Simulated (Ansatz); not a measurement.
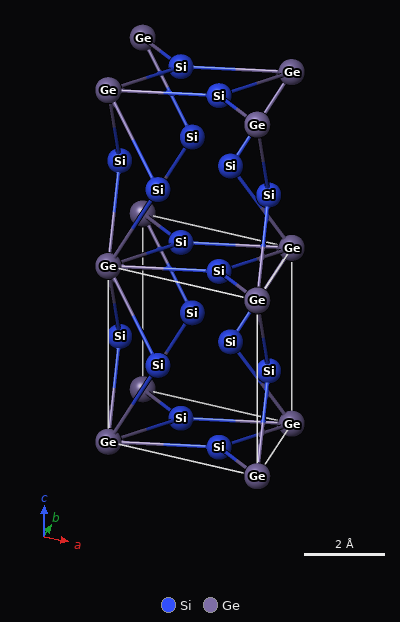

*The starting structure (ball-and-stick view of the cell of the calculation, repeated 1 × 1 × 2, seen slightly off an axis). An atom can appear more than once, as a periodic image.*

## GeSi$_{5}$: geometry relaxation (part 1 of 2)

GeSi$_{5}$ (P-62m, 6 atoms in the cell), computed with DFT PBE, scalar-relativistic, plane waves, PAW, no spin polarisation (Ansatz 0.2.0).

The structure was made by a generator, so it may or may not be a known phase.

## Input
```yaml
crystal:
  lattice:
    - [4.89538303, 0.0, 0.0]
    - [-2.44769151, 4.23952607, 0.0]
    - [0.0, 0.0, 4.59015371]
  atoms:
    - { symbol: Si, position: [0.66666667, 0.33333333, 0.0] }
    - { symbol: Si, position: [0.33333333, 0.66666667, 0.0] }
    - { symbol: Si, position: [0.33333333, 0.0, 0.5] }
    - { symbol: Si, position: [0.0, 0.33333333, 0.5] }
    - { symbol: Si, position: [0.66666667, 0.66666667, 0.5] }
    - { symbol: Ge, position: [0.0, 0.0, 0.0] }
basis:
  ecutwfc: 420
kpoints:
  mp_grid: { grid: [12, 12, 8] }
hamiltonian:
  xc: pbe
scf:
  occupations: { method: gaussian, width: 0.1 }
output:
  forces: true
  stress: true
  eigenvalues: true
  write_density: true
  write_potential: true
  elf: true
  volumetric_format: npy
relax:
  adjacent_minimum: "off"
  f_tol: 0.01
  max_steps: 80
  cell: { stress_tol: 0.05 }
```

Machine: 1 thread of AMD EPYC (Zen 3), 189 GiB of memory available, shared host.

Run as:
```bash
ansatz run input.yaml --threads 1 --pin off --max-ram 2560MiB --backend cpu --events-out ev --progress --plain --runs-dir out
```

## Log
```
Engine: ansatz 0.2.0, x86_64-unknown-linux-gnu
Pseudopotentials: kind: paw
Pseudopotential: Si, paw, valence charge 4, recommended cutoff 420 eV (normal), Si.paw.azcp
Pseudopotential: Ge, paw, valence charge 14, recommended cutoff 420 eV (normal), Ge.paw.azcp
Functional definition: PBE
  parameter kappa = 0.804
  parameter beta = 0.06672455060314922
  exchange = pbe_x(kappa = kappa, mu = beta*pi^2/3)
  correlation = pbe_c(beta = beta)
Crystal: 6 atoms, lattice volume = 95.265 Å³
Basis set: ecut = 420 eV, 1869 PW (Γ), exchange–correlation on 72×72×64 points (8 copies of the dense FFT grid, shifted against one another)
Bands: 23, of which v1, the nominal top of the filled ones, is band 17 counted from 1 (16 counted from 0)
Symmetry: 12 space group operations
Space group: P-62m (ITA 189), of the structure as read, at distance tolerance 4.6e-5 Å
k-points: 95 of 1152 (time reversal used)
Non-local potential: Si, projectors of the file, l = 0: 2, l = 1: 2, l = 2: 2
Non-local potential: Ge, projectors of the file, l = 0: 2, l = 1: 2, l = 2: 3, l = 3: 1
PAW form: soft (Blöchl's): semilocal exchange-correlation on the pseudo side does not see the compensation charge
PAW one-centre angular grid: Si, 110 points (default); XC on 64 Gauss nodes
PAW one-centre angular grid: Ge, 590 points (default); XC on 64 Gauss nodes
Initial density: superposition of atomic densities (neutral atoms: chi_scale 0, normalization atom), corrected by the library's trained network
Initial wavefunctions: pseudopotential atomic-orbital guess
Functional: x = pbe(κ = 0.804, μ = 0.2195149727645171), c = pbe(β = 0.06672455060314922)
SCF iter   1: F=—  HF=-7470.786448 eV  |F-HF|=—  |Δ(HF+E_count)|=         —  Δρ=2.42e-3  dr2=2.96e-3  ethr=1.77e-3  ⟨swp⟩=6.0  Hψ=11147  notcnv=0
preconditioner: auto → Kerker (q_TF=auto, 2.298 Å⁻¹)  [metal: Δε(μ)=0.019 eV  Ē_g=7.601 eV  σ=0.100 eV  W_gap=0.10  n_scr=20 (ndim 8)  ℏωp=18.6 eV  f_vac=0.000  D(μ)=3.05/eV (n_scr^D=20)]
SCF iter   2: F=—  HF=-7470.787205 eV  |F-HF|=—  |Δ(HF+E_count)|=   7.57e-4  Δρ=1.42e-3  dr2=1.07e-3  ethr=8.70e-6  ⟨swp⟩=2.0  Hψ=3756  notcnv=0
SCF iter   3: F=—  HF=-7470.787916 eV  |F-HF|=—  |Δ(HF+E_count)|=   7.11e-4  Δρ=5.89e-4  dr2=2.05e-4  ethr=3.15e-6  ⟨swp⟩=2.8  Hψ=3599  notcnv=0
SCF iter   4: F=—  HF=-7470.787700 eV  |F-HF|=—  |Δ(HF+E_count)|=   2.16e-4  Δρ=1.59e-4  dr2=1.41e-5  ethr=6.02e-7  ⟨swp⟩=2.3  Hψ=3589  notcnv=0
SCF iter   5: F=—  HF=-7470.787701 eV  |F-HF|=—  |Δ(HF+E_count)|=   5.63e-7  Δρ=2.49e-5  dr2=2.58e-7  ethr=4.15e-8  ⟨swp⟩=2.0  Hψ=3697  notcnv=0
SCF iter   6: F=-7470.787701 eV  HF=-7470.787701 eV  |F-HF|=9.28e-10  |Δ(HF+E_count)|=   4.11e-7  Δρ=2.67e-6  dr2=5.68e-9  ethr=2.94e-10  ⟨swp⟩=10.1  Hψ=14950  notcnv=0
SCF 1 converged in 6 iterations: F = -7470.787701 eV  dr2 = 5.68e-9
  greatest PAW one-centre occupation: 0.998 electrons in one spin orbital (limit 2), on the Ge atom at site 5 (counted from 0), in its partial waves of l = 2
relax step   1: F+E_penalty+E_count = -7470.78770139 eV  Δ(F+E_penalty+E_count) = +0.000e0 eV  max|allowed force component| = 2.916e-1 eV/Å  Δτ_max = 0.0000 Å  P = -2.534 GPa  Ω = 95.265 Å³  (6 SCF iters, dr2 threshold 1.00e-7 eV, accepted)
Crystal: 6 atoms, lattice volume = 91.929 Å³
Basis set: ecut = 420 eV, 1743 PW (Γ), exchange–correlation on 72×72×64 points (8 copies of the dense FFT grid, shifted against one another)
Initial density: handed on by an earlier stage of this run
Initial wavefunctions: those handed on with the density
iter 1 solved again at ethr=2.67e-5 eV; its pass at ethr=3.10e-3 eV (dr2=9.08e-3 eV) is discarded
SCF iter   1: F=—  HF=-7470.850468 eV  |F-HF|=—  |Δ(HF+E_count)|=         —  Δρ=2.08e-3  dr2=9.31e-3  ethr=2.67e-5  ⟨swp⟩=1.1  Hψ=13587  notcnv=0
preconditioner: auto → Kerker (q_TF=auto, 2.312 Å⁻¹)  [metal: Δε(μ)=0.021 eV  Ē_g=7.784 eV  σ=0.100 eV  W_gap=0.12  n_scr=20 (ndim 8)  ℏωp=19.0 eV  f_vac=0.000  D(μ)=2.90/eV (n_scr^D=20)]
SCF iter   2: F=—  HF=-7470.848609 eV  |F-HF|=—  |Δ(HF+E_count)|=   1.86e-3  Δρ=1.29e-3  dr2=3.30e-3  ethr=2.67e-5  ⟨swp⟩=1.0  Hψ=2187  notcnv=0
SCF iter   3: F=—  HF=-7470.847703 eV  |F-HF|=—  |Δ(HF+E_count)|=   9.06e-4  Δρ=2.41e-4  dr2=2.97e-5  ethr=9.71e-6  ⟨swp⟩=2.2  Hψ=3214  notcnv=0
SCF iter   4: F=—  HF=-7470.847702 eV  |F-HF|=—  |Δ(HF+E_count)|=   6.88e-7  Δρ=1.06e-4  dr2=9.26e-6  ethr=8.73e-8  ⟨swp⟩=2.1  Hψ=3747  notcnv=0
SCF iter   5: F=-7470.847700 eV  HF=-7470.847700 eV  |F-HF|=9.29e-8  |Δ(HF+E_count)|=   1.73e-6  Δρ=2.05e-5  dr2=3.33e-7  ethr=1.76e-9  ⟨swp⟩=7.5  Hψ=16193  notcnv=0
SCF 2 converged in 5 iterations: F = -7470.847700 eV  dr2 = 3.33e-7
relax step   2: F+E_penalty+E_count = -7470.84770010 eV  Δ(F+E_penalty+E_count) = -6.000e-2 eV  max|allowed force component| = 1.800e-1 eV/Å  Δτ_max = 0.0403 Å  P = +0.094 GPa  Ω = 91.929 Å³  energy of the carried Pulay correction = +6.504e-4 eV  (5 SCF iters, dr2 threshold 6.00e-7 eV, accepted)
Crystal: 6 atoms, lattice volume = 91.489 Å³
iter 1 solved again at ethr=2.73e-5 eV; its pass at ethr=3.10e-3 eV (dr2=9.30e-3 eV) is discarded
SCF iter   1: F=—  HF=-7470.868091 eV  |F-HF|=—  |Δ(HF+E_count)|=         —  Δρ=2.17e-3  dr2=9.49e-3  ethr=2.73e-5  ⟨swp⟩=1.1  Hψ=13622  notcnv=0
preconditioner: auto → Kerker (q_TF=auto, 2.313 Å⁻¹)  [metal: Δε(μ)=0.021 eV  Ē_g=7.816 eV  σ=0.100 eV  W_gap=0.12  n_scr=20 (ndim 8)  ℏωp=19.0 eV  f_vac=0.000  D(μ)=2.87/eV (n_scr^D=20)]
SCF iter   2: F=—  HF=-7470.866277 eV  |F-HF|=—  |Δ(HF+E_count)|=   1.81e-3  Δρ=1.34e-3  dr2=3.43e-3  ethr=2.73e-5  ⟨swp⟩=1.0  Hψ=2185  notcnv=0
SCF iter   3: F=—  HF=-7470.865275 eV  |F-HF|=—  |Δ(HF+E_count)|=   1.00e-3  Δρ=2.10e-4  dr2=2.54e-5  ethr=1.01e-5  ⟨swp⟩=2.2  Hψ=3094  notcnv=0
SCF iter   4: F=—  HF=-7470.865284 eV  |F-HF|=—  |Δ(HF+E_count)|=   8.85e-6  Δρ=9.80e-5  dr2=7.49e-6  ethr=7.46e-8  ⟨swp⟩=2.0  Hψ=3744  notcnv=0
SCF iter   5: F=-7470.865283 eV  HF=-7470.865283 eV  |F-HF|=2.20e-7  |Δ(HF+E_count)|=   1.05e-6  Δρ=2.34e-5  dr2=4.31e-7  ethr=1.76e-9  ⟨swp⟩=8.3  Hψ=16054  notcnv=0
SCF 3 converged in 5 iterations: F = -7470.865283 eV  dr2 = 4.31e-7
relax step   3: F+E_penalty+E_count = -7470.86528303 eV  Δ(F+E_penalty+E_count) = -1.758e-2 eV  max|allowed force component| = 2.464e-2 eV/Å  Δτ_max = 0.0488 Å  P = +0.584 GPa  Ω = 91.489 Å³  energy of the carried Pulay correction = +7.379e-4 eV  (5 SCF iters, dr2 threshold 6.00e-7 eV, accepted)
Crystal: 6 atoms, lattice volume = 92.229 Å³
Basis set: ecut = 420 eV, 1767 PW (Γ), exchange–correlation on 72×72×64 points (8 copies of the dense FFT grid, shifted against one another)
iter 1 solved again at ethr=5.76e-7 eV; its pass at ethr=3.10e-3 eV (dr2=1.96e-4 eV) is discarded
SCF iter   1: F=—  HF=-7470.866914 eV  |F-HF|=—  |Δ(HF+E_count)|=         —  Δρ=4.05e-4  dr2=1.88e-4  ethr=5.76e-7  ⟨swp⟩=2.3  Hψ=13052  notcnv=0
preconditioner: auto → Kerker (q_TF=auto, 2.310 Å⁻¹)  [metal: Δε(μ)=0.018 eV  Ē_g=7.774 eV  σ=0.100 eV  W_gap=0.10  n_scr=20 (ndim 8)  ℏωp=18.9 eV  f_vac=0.000  D(μ)=2.87/eV (n_scr^D=20)]
SCF iter   2: F=—  HF=-7470.866909 eV  |F-HF|=—  |Δ(HF+E_count)|=   5.51e-6  Δρ=2.57e-4  dr2=7.45e-5  ethr=5.52e-7  ⟨swp⟩=1.0  Hψ=2185  notcnv=0
SCF iter   3: F=—  HF=-7470.866890 eV  |F-HF|=—  |Δ(HF+E_count)|=   1.83e-5  Δρ=3.72e-5  dr2=1.00e-6  ethr=2.19e-7  ⟨swp⟩=2.6  Hψ=3555  notcnv=0
SCF iter   4: F=-7470.866889 eV  HF=-7470.866890 eV  |F-HF|=3.39e-8  |Δ(HF+E_count)|=   9.82e-7  Δρ=1.50e-5  dr2=1.62e-7  ethr=1.76e-9  ⟨swp⟩=9.4  Hψ=16158  notcnv=0
SCF 4 converged in 4 iterations: F = -7470.866889 eV  dr2 = 1.62e-7
  Residual-converged pass: ⟨swp⟩=1.1  Hψ=2578  notcnv=0  max |occ|·‖R‖ = 7.1e-9 eV (tolerance 1.0e-8 eV)  dr2=1.62e-7  dr2_onsite=3.91e-8  max |Δocc| = 1.0e-10
relax step   4: F+E_penalty+E_count = -7470.86688947 eV  Δ(F+E_penalty+E_count) = -1.606e-3 eV  max|allowed force component| = 8.130e-3 eV/Å  Δτ_max = 0.0103 Å  P = -0.030 GPa  Ω = 92.229 Å³  energy of the carried Pulay correction = +5.910e-4 eV  (4 SCF iters, dr2 threshold 6.00e-7 eV, accepted)
Crystal: 6 atoms, lattice volume = 92.219 Å³
iter 1 solved again at ethr=4.99e-8 eV; its pass at ethr=3.10e-3 eV (dr2=1.70e-5 eV) is discarded
SCF iter   1: F=—  HF=-7470.866933 eV  |F-HF|=—  |Δ(HF+E_count)|=         —  Δρ=9.48e-5  dr2=1.78e-5  ethr=4.99e-8  ⟨swp⟩=2.2  Hψ=12603  notcnv=0
preconditioner: auto → Kerker (q_TF=auto, 2.310 Å⁻¹)  [metal: Δε(μ)=0.015 eV  Ē_g=7.776 eV  σ=0.100 eV  W_gap=0.09  n_scr=20 (ndim 8)  ℏωp=18.9 eV  f_vac=0.000  D(μ)=2.84/eV (n_scr^D=20)]
SCF iter   2: F=—  HF=-7470.866951 eV  |F-HF|=—  |Δ(HF+E_count)|=   1.79e-5  Δρ=5.87e-5  dr2=6.26e-6  ethr=4.99e-8  ⟨swp⟩=1.0  Hψ=2185  notcnv=0
SCF iter   3: F=—  HF=-7470.866950 eV  |F-HF|=—  |Δ(HF+E_count)|=   8.62e-7  Δρ=1.14e-5  dr2=1.09e-7  ethr=1.84e-8  ⟨swp⟩=2.6  Hψ=3614  notcnv=0
SCF iter   4: F=—  HF=-7470.866950 eV  |F-HF|=—  |Δ(HF+E_count)|=   7.07e-8  Δρ=4.50e-6  dr2=1.75e-8  ethr=3.21e-10  ⟨swp⟩=2.0  Hψ=3773  notcnv=0
SCF iter   5: F=-7470.866950 eV  HF=-7470.866950 eV  |F-HF|=1.15e-9  |Δ(HF+E_count)|=   1.27e-9  Δρ=1.08e-6  dr2=1.57e-9  ethr=2.50e-11  ⟨swp⟩=7.0  Hψ=10863  notcnv=0
SCF 5 converged in 5 iterations: F = -7470.866950 eV  dr2 = 1.57e-9
relax step   5: F+E_penalty+E_count = -7470.86694981 eV  Δ(F+E_penalty+E_count) = -6.034e-5 eV  max|allowed force component| = 4.464e-3 eV/Å  Δτ_max = 0.0022 Å  P = -0.014 GPa  Ω = 92.219 Å³  energy of the carried Pulay correction = +5.930e-4 eV  (5 SCF iters, dr2 threshold 8.51e-9 eV, accepted)
Crystal: 6 atoms, lattice volume = 92.211 Å³
iter 1 solved again at ethr=4.55e-7 eV; its pass at ethr=3.10e-3 eV (dr2=1.55e-4 eV) is discarded
SCF iter   1: F=—  HF=-7470.867025 eV  |F-HF|=—  |Δ(HF+E_count)|=         —  Δρ=3.15e-4  dr2=1.67e-4  ethr=4.55e-7  ⟨swp⟩=2.1  Hψ=12763  notcnv=0
preconditioner: auto → Kerker (q_TF=auto, 2.310 Å⁻¹)  [metal: Δε(μ)=0.005 eV  Ē_g=7.773 eV  σ=0.100 eV  W_gap=0.03  n_scr=20 (ndim 8)  ℏωp=18.9 eV  f_vac=0.000  D(μ)=2.74/eV (n_scr^D=20)]
SCF iter   2: F=—  HF=-7470.866991 eV  |F-HF|=—  |Δ(HF+E_count)|=   3.40e-5  Δρ=1.95e-4  dr2=6.08e-5  ethr=4.55e-7  ⟨swp⟩=1.0  Hψ=2185  notcnv=0
SCF iter   3: F=—  HF=-7470.866995 eV  |F-HF|=—  |Δ(HF+E_count)|=   3.55e-6  Δρ=2.51e-5  dr2=4.87e-7  ethr=1.79e-7  ⟨swp⟩=2.3  Hψ=3061  notcnv=0
SCF iter   4: F=—  HF=-7470.866995 eV  |F-HF|=—  |Δ(HF+E_count)|=   2.82e-7  Δρ=1.12e-5  dr2=9.28e-8  ethr=1.43e-9  ⟨swp⟩=2.0  Hψ=3797  notcnv=0
SCF iter   5: F=—  HF=-7470.866995 eV  |F-HF|=—  |Δ(HF+E_count)|=   3.70e-8  Δρ=3.38e-6  dr2=8.53e-9  ethr=2.73e-10  ⟨swp⟩=2.6  Hψ=3733  notcnv=0
SCF iter   6: F=-7470.866995 eV  HF=-7470.866995 eV  |F-HF|=2.73e-11  |Δ(HF+E_count)|=  6.78e-10  Δρ=4.07e-7  dr2=1.54e-10  ethr=1.91e-11  ⟨swp⟩=6.6  Hψ=10503  notcnv=0
SCF 6 converged in 6 iterations: F = -7470.866995 eV  dr2 = 1.54e-10
relax step   6: F+E_penalty+E_count = -7470.86699452 eV  Δ(F+E_penalty+E_count) = -4.471e-5 eV  max|allowed force component| = 2.314e-3 eV/Å  Δτ_max = 0.0062 Å  P = +0.012 GPa  Ω = 92.211 Å³  energy of the carried Pulay correction = +5.945e-4 eV  (6 SCF iters, dr2 threshold 6.48e-9 eV, accepted)
Initial wavefunctions: pseudopotential atomic-orbital guess (no wavefunctions were taken with the density)
iter 1 solved again at ethr=1.71e-7 eV; its pass at ethr=3.10e-3 eV (dr2=5.81e-5 eV) is discarded
SCF iter   1: F=—  HF=-7470.866478 eV  |F-HF|=—  |Δ(HF+E_count)|=         —  Δρ=2.02e-5  dr2=4.42e-8  ethr=1.71e-7  ⟨swp⟩=2.6  Hψ=16162  notcnv=0
preconditioner: auto → Kerker (q_TF=auto, 2.310 Å⁻¹)  [metal: Δε(μ)=0.004 eV  Ē_g=7.773 eV  σ=0.100 eV  W_gap=0.02  n_scr=20 (ndim 8)  ℏωp=18.9 eV  f_vac=0.000  D(μ)=2.74/eV (n_scr^D=20)]
SCF iter   2: F=—  HF=-7470.866498 eV  |F-HF|=—  |Δ(HF+E_count)|=   2.06e-5  Δρ=1.28e-5  dr2=4.26e-8  ethr=1.30e-10  ⟨swp⟩=2.1  Hψ=3836  notcnv=0
SCF iter   3: F=—  HF=-7470.866499 eV  |F-HF|=—  |Δ(HF+E_count)|=   9.29e-8  Δρ=4.43e-6  dr2=5.38e-9  ethr=1.25e-10  ⟨swp⟩=2.2  Hψ=3600  notcnv=0
SCF iter   4: F=—  HF=-7470.866499 eV  |F-HF|=—  |Δ(HF+E_count)|=   7.47e-9  Δρ=5.31e-7  dr2=1.12e-10  ethr=1.58e-11  ⟨swp⟩=2.0  Hψ=3760  notcnv=0
SCF iter   5: F=-7470.866499 eV  HF=-7470.866499 eV  |F-HF|=3.64e-12  |Δ(HF+E_count)|=  1.82e-10  Δρ=8.32e-8  dr2=2.12e-12  ethr=1.00e-12  ⟨swp⟩=5.9  Hψ=9927  notcnv=0
SCF 7 converged in 5 iterations: F = -7470.866499 eV  dr2 = 2.12e-12
relax step   7: F+E_penalty+E_count = -7470.86649858 eV  Δ(F+E_penalty+E_count) = +4.959e-4 eV  max|allowed force component| = 2.235e-3 eV/Å  Δτ_max = 0.0000 Å  P = +0.005 GPa  Ω = 92.211 Å³  stress off target by 4.01e-2 GPa  SCF on the basis re-selected at this cell (its energy is not comparable with the rows above)  (5 SCF iters)
```

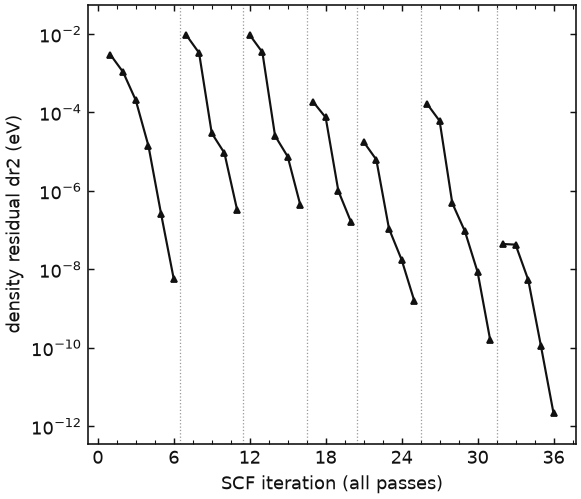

*Convergence of the self-consistent field: density residual dr2 against the SCF iteration. The dotted lines part the SCF passes of the relaxation: geometry steps, rejected trials and re-solves on a re-selected basis.*

The 7 passes take 4 to 6 iterations each, 36 in all.

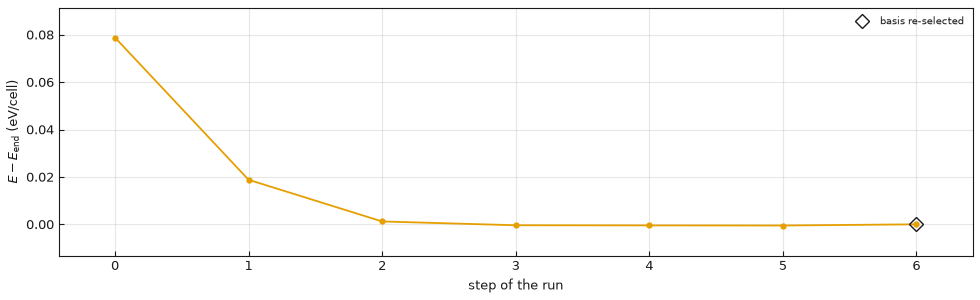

*Progress of the relaxation, step by step (the first geometry is step 0 here and step 1 in the log).*
